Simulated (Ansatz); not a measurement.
# ZnSe: geometry relaxation

The run: geometry relaxation of ZnSe (2 atoms in the cell). Method and program: DFT PBEsol, scalar-relativistic, plane waves, PAW, no spin polarisation (Ansatz 0.2.0).

The structure derives from an entry of the Crystallography Open Database. It belongs to a series of runs on one base structure; here: cell and atoms relaxed tightly for response.

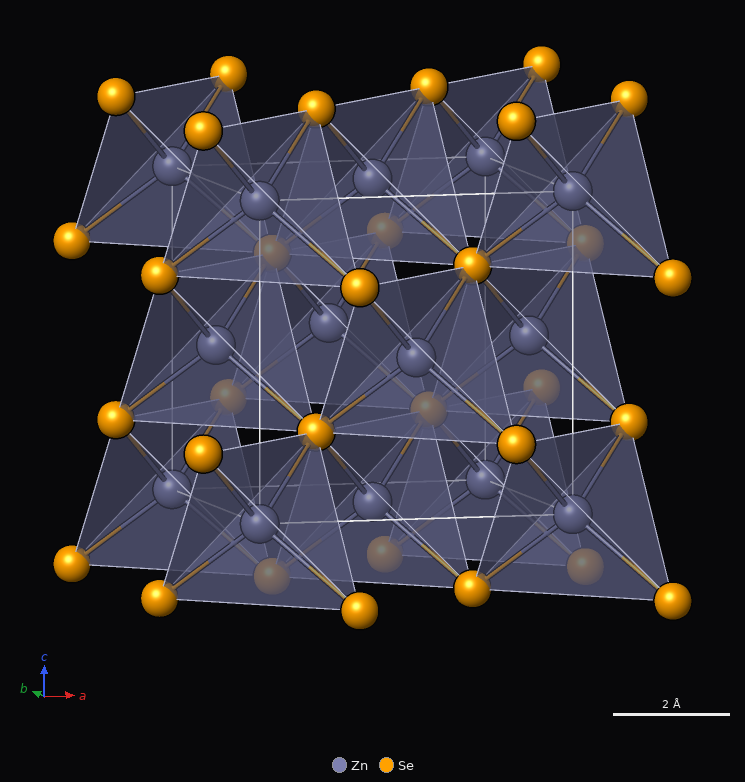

Figure 1. The input geometry (polyhedral view of the cell 4 times as large as that of the calculation, set on its symmetry axes, seen slightly off an axis; polyhedra are completed across the faces of the cell).

Summary

| quantity | value |
| --- | --- |
| outcome | converged |
| space group (tolerance 0.01 Å) | F-43m (216) |
| electrons treated | 28 |
| free energy | −8706.4545 eV |
| Fermi energy | 6.900 eV |
| gap on the k-point mesh | 1.24 eV |
| pressure | 0.01 GPa |
| final volume | 44.69 Å³ |
| largest force (length of the vector) at the end | under 0.001 eV/Å |
| final cell | a = 3.983 Å, b = 3.983 Å, c = 3.983 Å, α = 60.00°, β = 60.00°, γ = 60.00° |
| hardware | 1 thread of Intel Xeon @ 2.50GHz (Skylake/Cascade Lake), 189 GiB of memory available, shared host |
| wall time | 14 s |
| peak memory | 0.36 GiB |

Input file
```yaml
crystal:
  lattice:
    - [0.0, 2.8166002289, 2.8166002289]
    - [2.8166002289, 0.0, 2.8166002289]
    - [2.8166002289, 2.8166002289, 0.0]
  atoms:
    - { symbol: Zn, position: [0.0, 0.0, 0.0] }
    - { symbol: Se, position: [0.75, 0.75, 0.75] }
basis:
  ecutwfc: 420
kpoints:
  mp_grid: { grid: [8, 8, 8] }
hamiltonian:
  xc: pbesol
scf:
  occupations: { method: fixed }
output:
  forces: true
  stress: true
  eigenvalues: true
  write_density: true
  write_potential: true
  elf: true
  volumetric_format: npy
relax:
  adjacent_minimum: "off"
  f_tol: 0.001
  max_steps: 60
  cell: { stress_tol: 0.01 }
```

Command:
```bash
ansatz run input.yaml --threads 1 --pin off --max-ram 3072MiB --backend cpu --events-out ev --progress --plain --runs-dir out
```

Log
```
Engine: ansatz 0.2.0, x86_64-unknown-linux-gnu
Pseudopotentials: kind: paw
Pseudopotential: Zn, paw, valence charge 12, recommended cutoff 420 eV (normal), Zn.paw.azcp
Pseudopotential: Se, paw, valence charge 16, recommended cutoff 420 eV (normal), Se.paw.azcp
Functional definition: PBEsol
  exchange = pbesol_x
  correlation = pbesol_c
Crystal: 2 atoms, lattice volume = 44.690 Å³
Basis set: ecut = 420 eV, 893 PW (Γ), exchange–correlation on 54×54×54 points (8 copies of the dense FFT grid, shifted against one another)
Bands: 18, of which v1, the nominal top of the filled ones, is band 14 counted from 1 (13 counted from 0)
Symmetry: 24 space group operations
Space group: F-43m (ITA 216), of the structure as read, at distance tolerance 3.5e-5 Å
k-points: 29 of 512 (time reversal used)
Non-local potential: Zn, projectors of the file, l = 0: 2, l = 1: 2, l = 2: 3, l = 3: 1
Non-local potential: Se, projectors of the file, l = 0: 2, l = 1: 2, l = 2: 3, l = 3: 1
PAW form: soft (Blöchl's): semilocal exchange-correlation on the pseudo side does not see the compensation charge
PAW frozen core: Zn, regenerated for the run's functional, and the local potential with it (the file was generated under x = pbe(κ = 0.804, μ = 0.2195149727645171), c = pbe(β = 0.06672455060314922))
PAW frozen core: Se, regenerated for the run's functional, and the local potential with it (the file was generated under x = pbe(κ = 0.804, μ = 0.2195149727645171), c = pbe(β = 0.06672455060314922))
PAW one-centre angular grid: Zn, 590 points (default); XC on 64 Gauss nodes
PAW one-centre angular grid: Se, 590 points (default); XC on 64 Gauss nodes
Initial density: superposition of atomic densities (neutral atoms: chi_scale 0, normalization atom), corrected by the library's trained network
Initial wavefunctions: pseudopotential atomic-orbital guess
Functional: x = pbesol(κ = 0.804, μ = 0.12345679012345678), c = pbesol(β = 0.046)
SCF iter   1: F=—  HF=-8706.456924 eV  |F-HF|=—  |Δ(HF+E_count)|=         —  Δρ=3.95e-3  dr2=6.77e-3  ethr=1.77e-3  ⟨swp⟩=4.9  Hψ=2400  notcnv=0  defer=49
preconditioner: auto → none  [insulator: Δε(μ)=1.210 eV  Ē_g=11.904 eV  n_scr=14 (ndim 8)  ℏωp=23.6 eV  f_vac=0.112  ε∞_Penn≈4.9]
SCF iter   2: F=—  HF=-8706.454555 eV  |F-HF|=—  |Δ(HF+E_count)|=   2.37e-3  Δρ=9.91e-4  dr2=2.68e-4  ethr=2.42e-5  ⟨swp⟩=2.0  Hψ=1064  notcnv=0  defer=53
SCF iter   3: F=—  HF=-8706.454505 eV  |F-HF|=—  |Δ(HF+E_count)|=   4.96e-5  Δρ=8.09e-4  dr2=1.66e-4  ethr=9.57e-7  ⟨swp⟩=2.0  Hψ=818  notcnv=0  defer=53
SCF iter   4: F=—  HF=-8706.454483 eV  |F-HF|=—  |Δ(HF+E_count)|=   2.21e-5  Δρ=2.66e-4  dr2=1.99e-5  ethr=5.94e-7  ⟨swp⟩=2.0  Hψ=688  notcnv=0  defer=7
SCF iter   5: F=—  HF=-8706.454488 eV  |F-HF|=—  |Δ(HF+E_count)|=   4.71e-6  Δρ=6.13e-5  dr2=1.03e-6  ethr=7.12e-8  ⟨swp⟩=2.1  Hψ=622  notcnv=0
SCF iter   6: F=-8706.454489 eV  HF=-8706.454489 eV  |F-HF|=2.22e-8  |Δ(HF+E_count)|=   6.78e-7  Δρ=8.41e-6  dr2=2.04e-8  ethr=3.57e-10  ⟨swp⟩=8.3  Hψ=3887  notcnv=0
SCF 1 converged in 6 iterations: F = -8706.454489 eV  dr2 = 2.04e-8
  greatest PAW one-centre occupation: 1.000 electrons in one spin orbital (limit 2), on the Se atom at site 1 (counted from 0), in its partial waves of l = 2
relax step   1: F+E_penalty+E_count = -8706.45448866 eV  Δ(F+E_penalty+E_count) = +0.000e0 eV  max|allowed force component| = 1.226e-16 eV/Å  Δτ_max = 0.0000 Å  P = +0.010 GPa  Ω = 44.690 Å³  (6 SCF iters, dr2 threshold 1.00e-7 eV, accepted)
Initial density: handed on by an earlier stage of this run
Initial wavefunctions: pseudopotential atomic-orbital guess (no wavefunctions were taken with the density)
iter 1 solved again at ethr=2.14e-8 eV; its pass at ethr=3.10e-3 eV (dr2=6.01e-6 eV) is discarded
SCF iter   1: F=—  HF=-8706.454492 eV  |F-HF|=—  |Δ(HF+E_count)|=         —  Δρ=8.32e-6  dr2=2.02e-8  ethr=2.14e-8  ⟨swp⟩=3.2  Hψ=3795  notcnv=0  defer=50
preconditioner: auto → none  [insulator: Δε(μ)=1.239 eV  Ē_g=11.937 eV  n_scr=14 (ndim 8)  ℏωp=23.6 eV  f_vac=0.103  ε∞_Penn≈4.9]
SCF iter   2: F=—  HF=-8706.454489 eV  |F-HF|=—  |Δ(HF+E_count)|=   3.23e-6  Δρ=4.69e-6  dr2=5.87e-9  ethr=7.22e-11  ⟨swp⟩=2.1  Hψ=913  notcnv=0  defer=23
SCF iter   3: F=—  HF=-8706.454489 eV  |F-HF|=—  |Δ(HF+E_count)|=   9.11e-9  Δρ=1.79e-6  dr2=1.32e-9  ethr=2.10e-11  ⟨swp⟩=2.0  Hψ=771  notcnv=0  defer=23
SCF iter   4: F=—  HF=-8706.454489 eV  |F-HF|=—  |Δ(HF+E_count)|=  4.17e-10  Δρ=4.64e-7  dr2=6.88e-11  ethr=4.73e-12  ⟨swp⟩=2.0  Hψ=755  notcnv=0  defer=23
SCF iter   5: F=—  HF=-8706.454489 eV  |F-HF|=—  |Δ(HF+E_count)|=  2.00e-11  Δρ=6.80e-8  dr2=1.52e-12  ethr=2.46e-13 (applied; sched 1.00e-12)  ⟨swp⟩=2.3  Hψ=884  notcnv=0  defer=23
SCF iter   6: F=-8706.454489 eV  HF=-8706.454489 eV  |F-HF|=1.82e-12  |Δ(HF+E_count)|=  1.82e-12  Δρ=2.26e-8  dr2=1.14e-13  ethr=1.00e-12  ⟨swp⟩=7.1  Hψ=2648  notcnv=0
SCF 2 converged in 6 iterations: F = -8706.454489 eV  dr2 = 1.14e-13
relax step   2: F+E_penalty+E_count = -8706.45448867 eV  Δ(F+E_penalty+E_count) = -4.782e-9 eV  max|allowed force component| = 1.573e-16 eV/Å  Δτ_max = 0.0000 Å  P = +0.010 GPa  Ω = 44.690 Å³  stress off target by 9.82e-3 GPa  SCF on the basis re-selected at this cell (its energy is not comparable with the rows above)  (6 SCF iters)
```

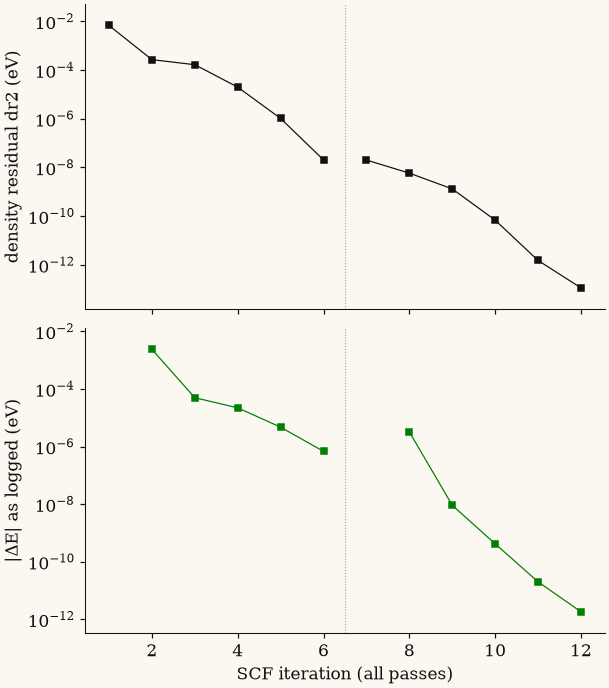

Figure 2. Convergence of the self-consistent field: density residual dr2 and size of the energy change against the SCF iteration. The dotted lines part the SCF passes of the relaxation: geometry steps, rejected trials and re-solves on a re-selected basis. The passes take 6 and 6 iterations.

```
basis re-selected at this cell: Δ(F+E_penalty+E_count) = -4.782e-9 eV, ΔP = +0.000 GPa vs the last step (what re-selecting the basis moved, of the pressure what is left beyond the Pulay correction that the steps carried, after the strain that the cell walked since its last selection, with what the two solves' SCF thresholds leave and, on support functions, any second-order correction that the steps lacked; it is no measure of the basis error at this ecutwfc). This SCF's stress stands 9.82e-3 GPa from its target on what of the cell is left free (relax.cell.stress_tol is 1.00e-2 GPa) and its largest allowed force component is 1.57e-16 eV/Å (relax.f_tol is 1.00e-3 eV/Å): within both
SCF converged after 6 iterations
Free energy (F): -8706.454489 eV
Harris-Foulkes:  -8706.454489 eV  (|F-HF|=1.82e-12)
Internal energy: -8706.454489 eV  (E = F + TS)
E sigma→0 (E₀):  -8706.454489 eV
Fermi energy:    6.899711 eV
--- Per-component energies (eV) ---
  E_band       = -380.514076
  E_kinetic    = 250.423083
  E_local      = -4367.141068  (includes V_loc(G=0)·N_el)
  E_nonlocal   = 22.591167
  E_hartree    = 2021.326253
  E_xc         = -239.173459
  E_vxc        = -150.838597  (∫ρ·V_xc dr)
  E_paw        = -3658.726863  (= ΣΔE_a)
  E_vpaw       = -178.200241  (= ΣTr[D̂ρ^β])
  E_aug_tail   = -0.000929  (compensation charges beyond the density's cutoff)
  E_ewald      = -2737.558478
  E_core_change = 1.805805  (= ΣΔE_core)
  E_smearing   = -0.000000  (= −TS)
  E_closure    = -0.000000  (closes the sum)
  Σ components = -8706.454489   (vs F -8706.454489, Δ=0.00e0)
--- Forces (eV/Å), atoms counted from 1 ---
  atom   1  Zn    -0.00000000     0.00000000    -0.00000000
  atom   2  Se     0.00000000    -0.00000000    -0.00000000
  max |Σ_I F_I| component: 2.04e-16 eV/Å
--- Stress (GPa, compression-positive) ---
        0.009819      -0.000000      -0.000000
        0.000000       0.009819       0.000000
       -0.000000       0.000000       0.009819
  P = ⅓ Tr σ = 0.0098 GPa (0.098 kbar)
--- Band table (eV; the first three rows and the last of 29) ---
  k-point 0: bands = ["-40.0499", "-40.0499", "-40.0499", "-40.0451", "-40.0451", "-6.5078", "0.2757", "0.2757", "0.2757", "0.6643", "0.6643", "6.8997", "6.8997", "6.8997", "8.1390", "12.6387", "12.6387", "12.6387"]
  k-point 1: bands = ["-40.0499", "-40.0499", "-40.0499", "-40.0451", "-40.0451", "-6.4027", "0.2804", "0.2923", "0.2923", "0.6627", "0.6627", "5.5399", "6.7408", "6.7408", "9.1476", "12.5735", "12.9002", "12.9002"]
  k-point 2: bands = ["-40.0499", "-40.0498", "-40.0498", "-40.0450", "-40.0450", "-6.1292", "0.3287", "0.3287", "0.3310", "0.6641", "0.6641", "3.7713", "6.4030", "6.4030", "9.6011", "13.2829", "13.2829", "13.4103"]
  k-point 28: bands = ["-40.0498", "-40.0497", "-40.0495", "-40.0451", "-40.0449", "-5.3926", "0.3915", "0.4931", "0.6259", "0.6326", "0.9796", "2.0942", "4.0287", "4.1119", "12.2616", "12.5033", "13.8085", "14.4834"]
--- Relaxed structure (1 steps of the walk, 1 accepted, 1 SCFs on fresh bases) ---
  F+E_penalty+E_count = -8706.45448867 eV   max|allowed force component| = 1.573e-16 eV/Å   (the final SCF, on the basis selected at the relaxed cell)
  cell:  # Å, volume = 44.6895 Å³
    - [0.0, 2.8166002289, 2.8166002289]
    - [2.8166002289, 0.0, 2.8166002289]
    - [2.8166002289, 2.8166002289, 0.0]
  atoms:
    - { symbol: Zn, position: [0.0, 0.0, 0.0] }
    - { symbol: Se, position: [0.75, 0.75, 0.75] }
```

Trajectory as extended XYZ (Å, eV, eV/Å), 2 frames, from step=1 to step=2
```
2
Lattice="0.0000 2.8166 2.8166 2.8166 0.0000 2.8166 2.8166 2.8166 0.0000" Properties=species:S:1:pos:R:3:forces:R:3 step=1 energy=-8706.45449 pressure_GPa=0.01
Zn    0.0000    0.0000    0.0000    0.0000   0.0000   0.0000
Se    4.2249    4.2249    4.2249    0.0000   0.0000   0.0000
2
Lattice="0.0000 2.8166 2.8166 2.8166 0.0000 2.8166 2.8166 2.8166 0.0000" Properties=species:S:1:pos:R:3:forces:R:3 step=2 energy=-8706.45449 pressure_GPa=0.01
Zn    0.0000    0.0000    0.0000    0.0000   0.0000   0.0000
Se    4.2249    4.2249    4.2249    0.0000   0.0000   0.0000
```

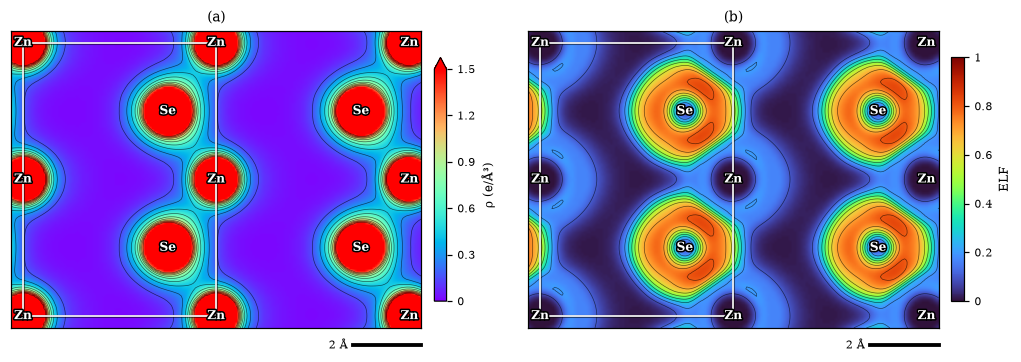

Figure 3. (a) valence charge density (pseudo); (b) ELF on the (101) plane of the conventional cell. The section cuts through Zn and Se sites. Zn–Se (2.44 Å): ρ at the midpoint is about 0.47 e/Å³; the ELF is about 0.60 at the midpoint. Away from the nuclei the density in this plane falls to 0.01 e/Å³ at its lowest. In a PAW calculation such maps are meaningful between the atoms, not at the nuclei.

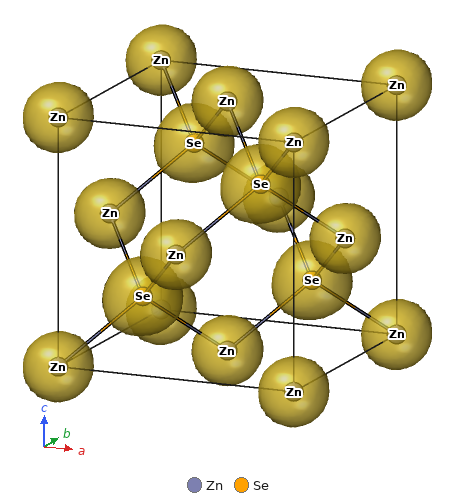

Figure 4. Isosurface of the valence pseudo-density at 0.8 e/Å³ (yellow), seen slightly off an axis. Sticks mark near contacts. The outline is the cell set on symmetry axes. At this value the density breaks into separate islands; it holds about 75 % of the electrons treated as valence. It is pinched off along the Zn–Se (2.44 Å) contacts. On the grid the lowest density along these lines, outside the cores, is 0.44 e/Å³ (Zn–Se, 2.44 Å).
